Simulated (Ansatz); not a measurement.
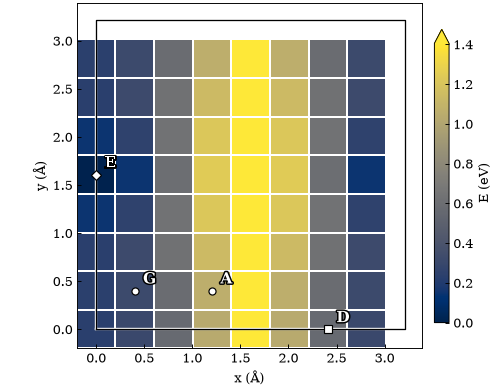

H on a GaN(100) slab cut from the F-43m phase, its upper half relaxed before the scan (6 atoms of substrate and one adsorbate in a 1 × 1 cell). H is moved over the surface cell; relaxed at each place: the height of the adsorbate's atoms; substrate rigid; the origin of the map has the adsorbate above Ga6. Places are given modulo a cell vector. The map is drawn in real space over the plane of the surface. The grid has 8 × 8 points; 25 points were computed and 39 follow by symmetry. All energies are given in eV relative to the lowest grid point. At some places the adsorbate sinks to or below the level of the top layer. With one adsorbate in each 1 × 1 cell, its nearest image is 3.2 Å away, so neighbouring adsorbates interact. Computed with Ansatz 0.2.0, DFT PBE, scalar-relativistic, plane waves, PAW. Settings: cutoff 420 eV, k-mesh 8×8×1, gaussian smearing 0.05 eV, spin-polarised.

Drawn: one coloured cell a grid point, the outline of one cell of the plane, one colour for all values above the top of the scale, lettered points.

### Rank the lettered points by energy, lowest first.

E (0.00 eV), G (0.32 eV), D (0.57 eV), A (1.06 eV).

PAW datasets: the set soft_1.
